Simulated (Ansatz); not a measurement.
## Run report: Al48N48, single-point calculation (part 2 of 2)

The same run, continued: Al48N48 (P1, 96 atoms in the cell); DFT, r2SCAN, PAW, plane waves (Ansatz 0.2.0); cutoff 500 eV, 1×1×1 k-mesh, Fermi–Dirac smearing of 0.01 eV. The structure was built on a prototype by a generator.

**Output, continued**
```
--- Forces (eV/Å), atoms counted from 1 ---
  atom   1  Al     1.89990651     1.45225800     1.86393695
  atom   2  Al    -0.76092659    -0.56682553     0.09424527
  atom   3  Al     0.40505863    -0.24521792    -0.31867802
  atom   4  Al     0.99454810     0.51570931    -1.45124470
  atom   5  Al    -0.82053084    -0.92754828    -0.58492642
  atom   6  Al    -1.73909820    -0.48633581     0.73910126
  atom   7  Al     1.28931393    -1.14460280     0.70793028
  atom   8  Al     0.08358646     0.08942596    -0.41763157
  atom   9  Al     0.31787012     2.75427849     0.56567762
  atom  10  Al    -0.53323225    -1.14795151    -0.85835839
  atom  11  Al     1.92839357     0.41605603     0.36440490
  atom  12  Al    -1.58042309    -0.21604938     0.23079730
  atom  13  Al     0.91494437     0.02821877    -0.28276100
  atom  14  Al     1.04888379     0.05026111     0.97090368
  atom  15  Al     1.04091234     0.42882220     0.24027376
  atom  16  Al    -2.44695131    -0.89256784     0.14791850
  atom  17  Al     0.86102473     0.60107000     0.61115904
  atom  18  Al     0.59374827     0.19510455    -0.83222697
  atom  19  Al    -0.59143484     0.94111815    -0.38246881
  atom  20  Al     0.96349500     0.37858456     0.63428267
  atom  21  Al     0.93076707     1.42947634     0.44169704
  atom  22  Al     0.67120910     0.98390365     0.08191164
  atom  23  Al    -1.18881978     0.80989170    -0.20328608
  atom  24  Al     0.73237631    -0.55996617     0.24500751
  atom  25  Al    -0.00259859    -0.50818805    -0.60576781
  atom  26  Al    -0.66102877    -0.18277026    -0.62238645
  atom  27  Al    -1.80403376     1.20836595    -0.54825838
  atom  28  Al    -0.87278968    -0.65786142    -0.38852620
  atom  29  Al     2.06458645     0.76036460     0.09620079
  atom  30  Al     0.05568612     0.31548272    -1.09833034
  atom  31  Al    -0.58089446    -0.35611817    -1.70013113
  atom  32  Al     0.75285422     1.53767777     0.81029405
  atom  33  Al     0.40943237     0.49315644    -2.93775104
  atom  34  Al    -1.28689154    -0.48117398     0.08795058
  atom  35  Al    -0.14913018     1.52954780    -0.16621518
  atom  36  Al    -2.78048929     0.73867013     0.41095598
  atom  37  Al     1.06230897     0.47859591    -0.39013925
  atom  38  Al    -0.79890193    -0.92653000     0.67602355
  atom  39  Al    -1.19188672     2.50008779    -0.29562763
  atom  40  Al    -0.45437979     0.25058460     0.24043908
  atom  41  Al    -0.15799104     0.78945912    -1.49873754
  atom  42  Al    -0.56066500    -0.98892073     1.40165851
  atom  43  Al    -0.64271703     0.24590360    -1.02954314
  atom  44  Al    -0.60552092    -0.57309270     0.07629135
  atom  45  Al     1.07237338    -1.41372140    -0.07538795
  atom  46  Al     0.54495518     1.28095082     0.43073027
  atom  47  Al     0.17993548    -2.34517981     0.44152677
  atom  48  Al     1.43462656     1.09432880    -0.15488697
  atom  49  N     -1.56587598     1.61237084    -0.02650328
  atom  50  N     -1.69272191    -0.30279735     0.75369136
  atom  51  N     -0.29888540     1.15699816     0.04062882
  atom  52  N      1.95199756     0.21838384     0.57596570
  atom  53  N     -2.12825568    -0.73786294    -0.05258091
  atom  54  N     -0.58752538     0.95752889     1.88823192
  atom  55  N      0.64359139    -1.46939246     0.48259148
  atom  56  N     -1.44257745    -0.97765097     2.05173406
  atom  57  N     -0.08399837     0.10612052    -0.18422485
  atom  58  N      0.70060416     1.20994028     0.86652240
  atom  59  N     -0.43443029     0.21000202    -0.42449406
  atom  60  N      0.40082107    -0.37831432     1.05713383
  atom  61  N     -1.54375838    -1.42097025     0.39765924
  atom  62  N      0.30434850    -0.19241360    -1.28871926
  atom  63  N      0.22151943    -3.18389752     0.07725346
  atom  64  N      1.44034115     1.09398235     0.40120629
  atom  65  N     -0.30668169    -3.08836852    -0.98320422
  atom  66  N      1.39112122     1.34024132     0.82628831
  atom  67  N     -1.28024414    -0.77120696     0.23044260
  atom  68  N      0.34189779    -0.88975996     1.54235687
  atom  69  N      1.74413703     0.91674463     0.74785768
  atom  70  N     -0.78438804     0.18567389    -0.02057065
  atom  71  N     -1.06316736     0.01198200     1.34748290
  atom  72  N     -0.06270305    -0.26363256    -0.03471508
  atom  73  N      0.38318336    -1.17488781    -0.13556619
  atom  74  N      1.29934199     0.37634746     0.23406198
  atom  75  N     -1.28057338    -0.80920715    -0.71618858
  atom  76  N     -0.06049025    -0.86118231     1.06142805
  atom  77  N      0.52207114     0.86595601     0.36502447
  atom  78  N      0.69650820    -0.42110882    -0.29281141
  atom  79  N     -0.86695202    -0.86742695    -0.17291034
  atom  80  N      0.59549132    -0.69134484     0.45692833
  atom  81  N     -0.10136219    -1.02698056    -0.94515578
  atom  82  N     -0.28897615    -0.38073807     0.49748418
  atom  83  N     -1.55251045    -0.20296571    -1.50490454
  atom  84  N     -0.03725138    -1.26647037    -1.20665735
  atom  85  N      0.18083842     1.33614212     0.13439962
  atom  86  N      1.26491081     0.66189842    -1.05235595
  atom  87  N      0.72986568    -2.06338275     0.70252814
  atom  88  N      2.62448665    -0.42680596    -1.07545012
  atom  89  N     -0.04401131     0.66021769    -0.45107900
  atom  90  N      2.55386868    -0.18321091     0.38604759
  atom  91  N      0.24521624    -1.64928495     0.37170459
  atom  92  N     -0.53586141     1.76601052    -0.95291188
  atom  93  N      0.02930603     1.40134426     2.02676605
  atom  94  N     -1.41478172     1.25024966    -2.53578151
  atom  95  N      0.90117209    -0.32469141     0.36018110
  atom  96  N     -1.75023019    -0.98897935    -1.59510118
  max |Σ_I F_I| component: 2.38e-4 eV/Å
--- Band table (eV) ---
  k-point 0: bands = ["-9.0129", "-8.6912", "-8.5395", "-8.4504", "-8.2364", "-8.2042", "-8.0421", "-7.9938", "-7.8776", "-7.7452", ... 78 levels left out ..., "2.9407", "3.1031", "3.2068", "3.2309", "3.2499", "3.3402", "3.3834", "3.4111", "3.4650", "3.5105", "3.5656", "3.5920", "3.6574", "3.7403", "3.8241", "3.8630", "3.8948", "3.9912", "4.1093", "4.1504", "4.2038", "4.2210", "4.2427", "4.2931", "4.3292", "4.3699", "4.4083", "4.4409", "4.4571",
      "4.4799", "4.5153", "4.5470", "4.6061", "4.6330", "4.6499", "4.6837", "4.7241", "4.7545", "4.7974", "4.8309", "4.8730", "4.8827", "4.9610", "5.0168", "5.0448", "5.0628", "5.1026", "5.1287", "5.1583", "5.1935", "5.2220", "5.2588", "5.2750", "5.3000", "5.3410", "5.3580", "5.4024", "5.4322", "5.4603", "5.4771", "5.5219", "5.5345", "5.5517", "5.5716", "5.5862", "5.6206", "5.6315", "5.6650", "5.7066",
      "5.7270", "5.7455", "5.8069", "5.8220", "5.8366", "5.8693", "5.8772", "5.8928", "5.9073", "5.9429", "5.9702", "6.0045", "6.0236", "6.0435", "6.0674", "6.0888", "6.1041", "6.1209", "6.1532", "6.1801", "6.1913", "6.2200", "6.2409", "6.2912", "6.3505", "6.3645", "6.3853", "6.4041", "6.4661", "6.4852", "6.5285", "6.6027", "6.6794", "6.7259", "6.8087", "12.3132", "12.5580", "12.6942", "12.7424", "12.8062",
      "12.9158", "13.0392", "13.1042", "13.1535", "13.2487", "13.2985", "13.3484", "13.4014", "13.4619", "13.5141", "13.5696", "13.6211", "13.6477", "13.7004", "13.7457", "13.7604", "13.7834", "13.8176", "13.8629", "13.8872", "13.9611", "13.9786", "14.0266", "14.0733", "14.1238", "14.1804", "14.2604", "14.3070", "14.4578", "14.5404", "14.5714", "14.6387", "14.7301", "14.7693", "14.8103", "14.8825", "14.9303", "15.0169", "15.1109", "15.4039",
      "15.4749", "15.5841", "15.6405", "15.6707", "15.7771", "15.8640", "15.9525", "15.9858", "16.0418", "16.1283", "16.1701", "16.2159", "16.2902", "16.3516", "16.3986", "16.4185", "16.5009", "16.5411", "16.6037", "16.6456", "16.6753", "16.7276", "16.7650", "16.7909", "16.8315", "16.8657", "16.9780", "17.0350", "17.1282", "17.1804", "17.1975", "17.2763", "17.3020", "17.3537", "17.3688", "17.4694", "17.4856", "17.5603", "17.5861", "17.6162",
      "17.6448", "17.6794", "17.7283", "17.7873", "17.8098", "17.8684", "17.9092", "18.0196", "18.0563", "18.0650", "18.1105"]
--- Löwdin populations: 96 sites ---
  site symbol       q [e]
     0     Al      1.8403
     1     Al      1.8375
     2     Al      1.8534
     3     Al      1.8517
     4     Al      1.8412
     5     Al      1.8593
     6     Al      1.8503
     7     Al      1.8569
     8     Al      1.8628
     9     Al      1.8538
    10     Al      1.8545
    11     Al      1.8454
    12     Al      1.8372
    13     Al      1.8630
    14     Al      1.8404
    15     Al      1.8487
    16     Al      1.8583
    17     Al      1.8513
    18     Al      1.8371
    19     Al      1.8454
    20     Al      1.8435
    21     Al      1.8877
    22     Al      1.8691
    23     Al      1.8519
    24     Al      1.8463
    25     Al      1.8582
    26     Al      1.8606
    27     Al      1.8770
    28     Al      1.8402
    29     Al      1.8396
    30     Al      1.8587
    31     Al      1.8518
    32     Al      1.8533
    33     Al      1.8471
    34     Al      1.8531
    35     Al      1.8388
    36     Al      1.8571
    37     Al      1.8227
    38     Al      1.8486
    39     Al      1.8437
    40     Al      1.8375
    41     Al      1.8521
    42     Al      1.8742
    43     Al      1.8557
    44     Al      1.8417
    45     Al      1.8452
    46     Al      1.8647
    47     Al      1.8200
    48      N      6.0819
    49      N      6.0787
    50      N      6.0674
    51      N      6.0792
    52      N      6.0983
    53      N      6.0666
    54      N      6.0685
    55      N      6.0711
    56      N      6.0918
    57      N      6.1042
    58      N      6.0871
    59      N      6.0702
    60      N      6.0753
    61      N      6.0951
    62      N      6.0851
    63      N      6.0966
    64      N      6.0787
    65      N      6.0915
    66      N      6.0835
    67      N      6.0589
    68      N      6.0672
    69      N      6.0755
    70      N      6.0923
    71      N      6.0762
    72      N      6.0596
    73      N      6.0676
    74      N      6.0994
    75      N      6.0814
    76      N      6.0939
    77      N      6.0645
    78      N      6.0715
    79      N      6.0701
    80      N      6.0736
    81      N      6.0853
    82      N      6.0683
    83      N      6.0699
    84      N      6.0807
    85      N      6.0712
    86      N      6.0752
    87      N      6.0911
    88      N      6.0592
    89      N      6.0790
    90      N      6.0884
    91      N      6.0982
    92      N      6.0579
    93      N      6.0835
    94      N      6.0545
    95      N      6.0889
  spilling = 0.008848 (of n_electrons = 384.000000)
```

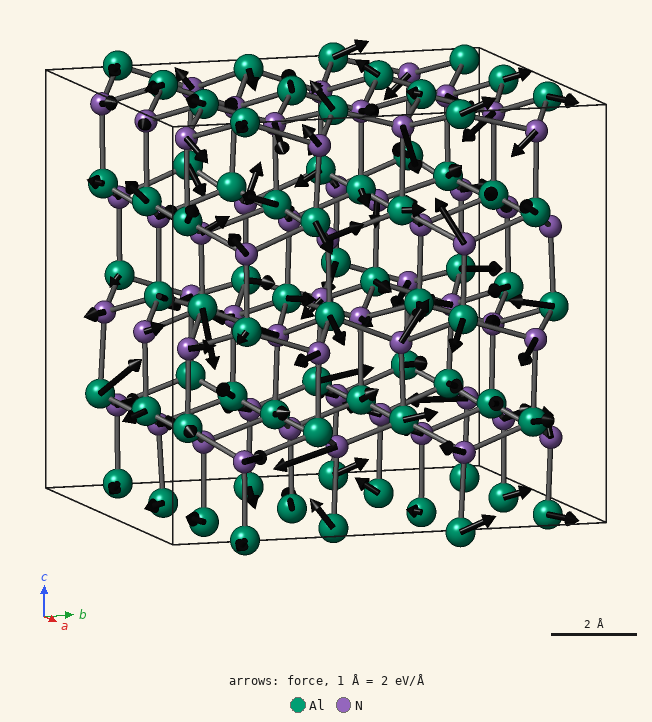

Forces on the atoms as black arrows (ball-and-stick view of the cell of the calculation, seen slightly off an axis). The largest act on N65 (3.26 eV/Å); N63 (3.19 eV/Å); N94 (3.16 eV/Å); Al1 (3.03 eV/Å), among others. Atoms are counted from 1 in the order of the input and aren't labelled in the picture. 

**Results in brief**

| quantity | value |
| --- | --- |
| outcome | converged |
| space group (tolerance 0.01 Å) | P1 (1) |
| electrons treated | 384 |
| free energy | −44562.1026 eV |
| Fermi energy | 9.561 eV |
| largest force (length of the vector) | 3.256 eV/Å |
| wall time | 5.9 s (CPU time 16 s) |
| peak memory | 3.3 GiB |

**Notes**

The k-point mesh is coarse for a cell of this size, so the results may not be converged.
